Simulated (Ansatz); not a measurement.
**Two runs on Al₅GaAs₆**

System: Al₅GaAs₆ (Pmm2, 12 atoms in the cell).
Method of the first run: DFT PBE, scalar-relativistic, plane waves, PAW, no spin polarisation (Ansatz 0.2.0).

The structure was made by a generator, so it may or may not be a known phase. Text and figures count atoms from 1; the logs count them from 0 in places.

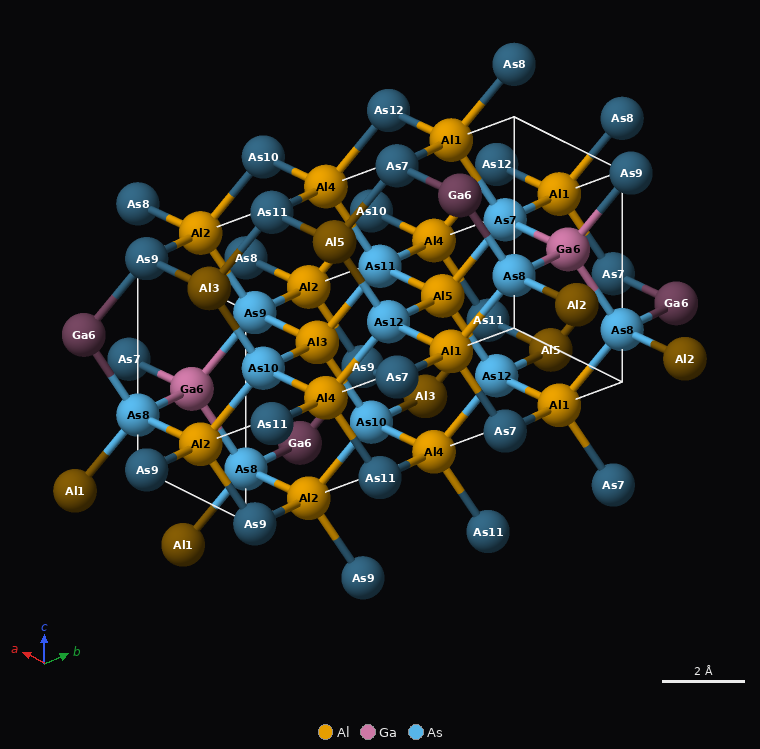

Figure 1. The starting structure (ball-and-stick view of the cell of the calculation, seen at an oblique angle; neighbours outside the cell are drawn fainter; atoms are numbered from 1 in the order of the input). An atom can appear more than once, as a periodic image. Near neighbours in the periodic cell (some may lie outside the picture): Al has 4 As at 2.48 Å; Ga has 4 As at 2.49 Å; As has 3 Al at 2.48 Å and 1 Ga at 2.49 Å; As has 2 Al at 2.48 Å and 2 Ga at 2.49 Å; As has 4 Al at 2.48 Å.

### The input, the first run
```yaml
crystal:
  lattice:
    - [4.054171, 0.0, 0.0]
    - [0.0, 12.158071, 0.0]
    - [0.0, 0.0, 5.729349]
  atoms:
    - { symbol: Al, position: [0.0, 0.833077, 7.0e-06] }
    - { symbol: Al, position: [0.0, 0.166923, 7.0e-06] }
    - { symbol: Al, position: [0.5, 0.333455, 0.499862] }
    - { symbol: Al, position: [0.0, 0.5, 0.0] }
    - { symbol: Al, position: [0.5, 0.666545, 0.499862] }
    - { symbol: Ga, position: [0.5, 0.0, 0.500085] }
    - { symbol: As, position: [0.5, 0.832776, 0.750756] }
    - { symbol: As, position: [0.0, 0.0, 0.248204] }
    - { symbol: As, position: [0.5, 0.167224, 0.750756] }
    - { symbol: As, position: [0.0, 0.333482, 0.250109] }
    - { symbol: As, position: [0.5, 0.5, 0.750243] }
    - { symbol: As, position: [0.0, 0.666518, 0.250109] }
basis:
  ecutwfc: 420
kpoints:
  mp_grid: { grid: [8, 4, 6] }
hamiltonian:
  xc: pbe
scf:
  occupations: { method: fixed }
output:
  forces: true
  stress: true
  eigenvalues: true
relax:
  adjacent_minimum: "off"
  f_tol: 0.001
  max_steps: 60
  cell: { stress_tol: 0.01 }
```

Launched with:
```bash
ansatz run input.yaml --threads 4 --pin off --max-ram 8192MiB --backend cpu --events-out ev --progress --plain --runs-dir out
```

Hardware: 4 threads of Intel Xeon (Sapphire Rapids), 128 GiB of memory available, shared host.

### Output, shortened to warnings, some set-up lines, iterations and results (the first run)
```
Basis set: ecut = 420 eV, 5567 PW (Γ), exchange–correlation on 60×180×80 points (8 copies of the dense FFT grid, shifted against one another)
Symmetry: 4 space group operations
k-points: 60 of 192 (time reversal used)
Initial density: superposition of atomic densities (neutral atoms: chi_scale 0, normalization atom), corrected by the library's trained network
[...]
SCF iter   1: F=—  HF=-35612.925212 eV  |F-HF|=—  |Δ(HF+E_count)|=         —  Δρ=1.77e-3  dr2=1.71e-2  ethr=1.77e-3  ⟨swp⟩=4.6  Hψ=13857  notcnv=0  defer=544
SCF iter   2: F=—  HF=-35612.919750 eV  |F-HF|=—  |Δ(HF+E_count)|=   5.46e-3  Δρ=9.20e-4  dr2=4.55e-3  ethr=1.45e-5  ⟨swp⟩=2.0  Hψ=6782  notcnv=0  defer=599
SCF iter   3: F=—  HF=-35612.919462 eV  |F-HF|=—  |Δ(HF+E_count)|=   2.88e-4  Δρ=4.46e-4  dr2=4.81e-4  ethr=3.86e-6  ⟨swp⟩=2.0  Hψ=5777  notcnv=0  defer=600
SCF iter   4: F=—  HF=-35612.919146 eV  |F-HF|=—  |Δ(HF+E_count)|=   3.16e-4  Δρ=1.52e-4  dr2=1.08e-4  ethr=4.08e-7  ⟨swp⟩=2.0  Hψ=5699  notcnv=0  defer=543
SCF iter   5: F=—  HF=-35612.919224 eV  |F-HF|=—  |Δ(HF+E_count)|=   7.83e-5  Δρ=4.57e-5  dr2=7.73e-6  ethr=9.15e-8  ⟨swp⟩=2.0  Hψ=7268  notcnv=0  defer=362
[... 21 lines ...]
SCF iter   4: F=—  HF=-35612.919446 eV  |F-HF|=—  |Δ(HF+E_count)|=  7.28e-12  Δρ=2.37e-7  dr2=1.60e-10  ethr=1.00e-12  ⟨swp⟩=1.0  Hψ=3917  notcnv=0  defer=509
SCF iter   5: F=—  HF=-35612.919446 eV  |F-HF|=—  |Δ(HF+E_count)|=  2.91e-11  Δρ=7.30e-8  dr2=1.55e-11  ethr=1.00e-12  ⟨swp⟩=1.0  Hψ=3917  notcnv=0  defer=509
SCF iter   6: F=-35612.919446 eV  HF=-35612.919446 eV  |F-HF|=7.28e-12  |Δ(HF+E_count)|=  7.28e-12  Δρ=1.74e-8  dr2=1.22e-12  ethr=1.00e-12  ⟨swp⟩=13.0  Hψ=22251  notcnv=0
SCF 4 converged in 6 iterations: F = -35612.919446 eV  dr2 = 1.22e-12
relax step   4: F+E_penalty+E_count = -35612.91944569 eV  Δ(F+E_penalty+E_count) = -3.603e-6 eV  max|allowed force component| = 1.254e-4 eV/Å  Δτ_max = 0.0000 Å  P = -0.000 …
basis re-selected at this cell: Δ(F+E_penalty+E_count) = -3.603e-6 eV, ΔP = +0.000 GPa vs the last step (what re-selecting the basis moved, of the pressure what is left beyond the Pulay correction that the steps carried, after the strain that the cell walked since its last selection, with what the …
SCF converged after 6 iterations
Free energy (F): -35612.919446 eV
Harris-Foulkes:  -35612.919446 eV  (|F-HF|=7.28e-12)
Internal energy: -35612.919446 eV  (E = F + TS)
E sigma→0 (E₀):  -35612.919446 eV
Fermi energy:    6.259227 eV
--- Per-component energies (eV) ---
  E_band       = -1700.187377
  E_kinetic    = 847.009054
  E_local      = -15452.681459  (includes V_loc(G=0)·N_el)
  E_nonlocal   = -3545.705731
  E_hartree    = 8084.740230
  E_xc         = -740.919951
  E_vxc        = -675.670096  (∫ρ·V_xc dr)
  E_paw        = -15339.945754  (= ΣΔE_a)
  E_vpaw       = 957.380437  (= ΣTr[D̂ρ^β])
  E_aug_tail   = -0.000080  (compensation charges beyond the density's cutoff)
  E_ewald      = -9465.415754
  E_smearing   = -0.000000  (= −TS)
  E_closure    = -0.000000  (closes the sum)
  Σ components = -35612.919446   (vs F -35612.919446, Δ=0.00e0)
--- Forces (eV/Å), atoms counted from 1 ---
  atom   1  Al     0.00000000    -0.00007067    -0.00002050
  atom   2  Al     0.00000000     0.00007067    -0.00002050
  atom   3  Al     0.00000000    -0.00004290     0.00012542
  atom   4  Al     0.00000000     0.00000000    -0.00001946
  atom   5  Al     0.00000000     0.00004290     0.00012542
  atom   6  Ga     0.00000000     0.00000000     0.00008841
  atom   7  As     0.00000000    -0.00005955    -0.00003949
  atom   8  As     0.00000000     0.00000000    -0.00003771
  atom   9  As     0.00000000     0.00005955    -0.00003949
  atom  10  As     0.00000000    -0.00003276    -0.00007500
  atom  11  As     0.00000000     0.00000000    -0.00001203
  atom  12  As     0.00000000     0.00003276    -0.00007500
  max |Σ_I F_I| component: 6.31e-8 eV/Å
--- Stress (GPa, compression-positive) ---
       -0.000194       0.000000       0.000000
        0.000000      -0.000072       0.000000
        0.000000       0.000000       0.000078
  P = ⅓ Tr σ = -0.0001 GPa (-0.001 kbar)
--- Relaxed structure (3 steps of the walk, 3 accepted, 1 SCFs on fresh bases) ---
[...]
```

For the second run the input was changed thus:
```diff
+  initial_density: { chi_scale: 0.0 }
```

What does this change do to the results?

Both reach the same energy, so the change doesn't alter the result. The SCF takes 28 iterations over all geometry steps against 23. The two runs start from different initial densities, which also moves the count.

### Output, shortened to warnings, some set-up lines, iterations and results (the second run)
```
Basis set: ecut = 420 eV, 5567 PW (Γ), exchange–correlation on 60×180×80 points (8 copies of the dense FFT grid, shifted against one another)
Symmetry: 4 space group operations
k-points: 60 of 192 (time reversal used)
Initial density: superposition of atomic densities (chi_scale 0, normalization cell)
[...]
SCF iter   1: F=—  HF=-35614.060746 eV  |F-HF|=—  |Δ(HF+E_count)|=         —  Δρ=3.69e-2  dr2=5.07e0  ethr=3.10e-3  ⟨swp⟩=4.4  Hψ=13821  notcnv=0  defer=477
SCF iter   2: F=—  HF=-35613.173347 eV  |F-HF|=—  |Δ(HF+E_count)|=   8.87e-1  Δρ=2.11e-2  dr2=1.42e0  ethr=3.10e-3  ⟨swp⟩=2.6  Hψ=6427  notcnv=0  defer=538
SCF iter   3: F=—  HF=-35612.966884 eV  |F-HF|=—  |Δ(HF+E_count)|=   2.06e-1  Δρ=5.09e-3  dr2=8.85e-2  ethr=1.20e-3  ⟨swp⟩=3.0  Hψ=7595  notcnv=0  defer=582
SCF iter   4: F=—  HF=-35612.910039 eV  |F-HF|=—  |Δ(HF+E_count)|=   5.68e-2  Δρ=2.02e-3  dr2=1.34e-2  ethr=7.50e-5  ⟨swp⟩=2.9  Hψ=7668  notcnv=0  defer=595
SCF iter   5: F=—  HF=-35612.918240 eV  |F-HF|=—  |Δ(HF+E_count)|=   8.20e-3  Δρ=8.38e-4  dr2=1.97e-3  ethr=1.13e-5  ⟨swp⟩=2.6  Hψ=5871  notcnv=0  defer=599
[... 26 lines ...]
SCF iter   5: F=—  HF=-35612.919446 eV  |F-HF|=—  |Δ(HF+E_count)|=  2.91e-11  Δρ=1.22e-7  dr2=4.02e-11  ethr=1.00e-12  ⟨swp⟩=1.0  Hψ=3917  notcnv=0  defer=509
SCF iter   6: F=—  HF=-35612.919446 eV  |F-HF|=—  |Δ(HF+E_count)|=    0.00e0  Δρ=6.20e-8  dr2=1.18e-11  ethr=1.00e-12  ⟨swp⟩=1.0  Hψ=3917  notcnv=0  defer=509
SCF iter   7: F=-35612.919446 eV  HF=-35612.919446 eV  |F-HF|=7.28e-12  |Δ(HF+E_count)|=  7.28e-12  Δρ=3.68e-8  dr2=4.06e-12  ethr=1.00e-12  ⟨swp⟩=12.4  Hψ=21710  notcnv=0
SCF 4 converged in 7 iterations: F = -35612.919446 eV  dr2 = 4.06e-12
relax step   4: F+E_penalty+E_count = -35612.91944569 eV  Δ(F+E_penalty+E_count) = -3.603e-6 eV  max|allowed force component| = 1.245e-4 eV/Å  Δτ_max = 0.0000 Å  P = -0.000 …
basis re-selected at this cell: Δ(F+E_penalty+E_count) = -3.603e-6 eV, ΔP = +0.000 GPa vs the last step (what re-selecting the basis moved, of the pressure what is left beyond the Pulay correction that the steps carried, after the strain that the cell walked since its last selection, with what the …
SCF converged after 7 iterations
Free energy (F): -35612.919446 eV
Harris-Foulkes:  -35612.919446 eV  (|F-HF|=7.28e-12)
Internal energy: -35612.919446 eV  (E = F + TS)
E sigma→0 (E₀):  -35612.919446 eV
Fermi energy:    6.259229 eV
--- Per-component energies (eV) ---
  E_band       = -1700.187372
  E_kinetic    = 847.009047
  E_local      = -15452.683289  (includes V_loc(G=0)·N_el)
  E_nonlocal   = -3545.705722
  E_hartree    = 8084.741109
  E_xc         = -740.919948
  E_vxc        = -675.670091  (∫ρ·V_xc dr)
  E_paw        = -15339.945763  (= ΣΔE_a)
  E_vpaw       = 957.380440  (= ΣTr[D̂ρ^β])
  E_aug_tail   = -0.000080  (compensation charges beyond the density's cutoff)
  E_ewald      = -9465.414799
  E_smearing   = -0.000000  (= −TS)
  E_closure    = 0.000000  (closes the sum)
  Σ components = -35612.919446   (vs F -35612.919446, Δ=0.00e0)
--- Forces (eV/Å), atoms counted from 1 ---
  atom   1  Al     0.00000000    -0.00006778    -0.00002165
  atom   2  Al     0.00000000     0.00006778    -0.00002165
  atom   3  Al    -0.00000000    -0.00004493     0.00012450
  atom   4  Al     0.00000000     0.00000000    -0.00001520
  atom   5  Al    -0.00000000     0.00004493     0.00012450
  atom   6  Ga     0.00000000     0.00000000     0.00008188
  atom   7  As     0.00000000    -0.00006677    -0.00003958
  atom   8  As     0.00000000     0.00000000    -0.00003051
  atom   9  As     0.00000000     0.00006677    -0.00003958
  atom  10  As     0.00000000    -0.00002392    -0.00007409
  atom  11  As     0.00000000     0.00000000    -0.00001453
  atom  12  As     0.00000000     0.00002392    -0.00007409
  max |Σ_I F_I| component: 4.37e-9 eV/Å
--- Stress (GPa, compression-positive) ---
       -0.000186       0.000000       0.000000
        0.000000      -0.000067       0.000000
        0.000000       0.000000       0.000059
  P = ⅓ Tr σ = -0.0001 GPa (-0.001 kbar)
--- Relaxed structure (3 steps of the walk, 3 accepted, 1 SCFs on fresh bases) ---
[...]
```

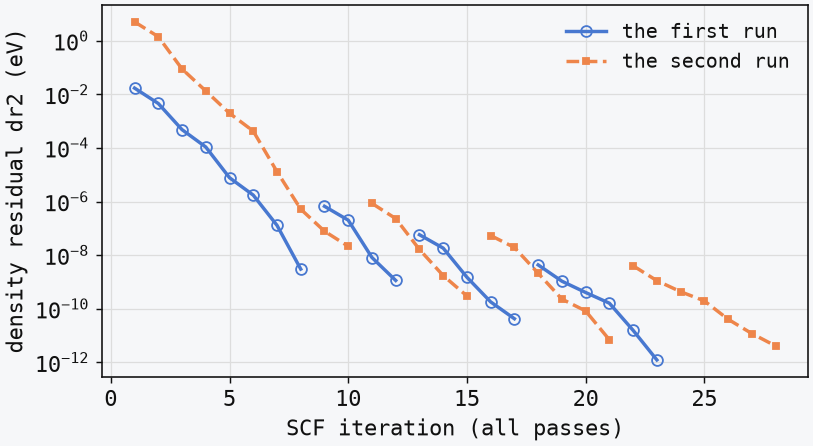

Figure 2. Convergence of the two runs: density residual dr2 against the SCF iteration. A break in a curve parts two SCF passes. The first run takes 23 iterations in all, and the second run takes 28.

### The two runs side by side

```tsv
quantity	the first run	the second run
outcome	converged	converged
free energy per atom (eV)	−2967.7433	−2967.7433
gap on the mesh (eV)	1.43	1.43
pressure (GPa)	0.00	0.00
largest force (eV/Å)	0.000	0.000
SCF iterations	23	28
irreducible k-points	60	60
wall time (shared host)	1.9 min	1.9 min
```
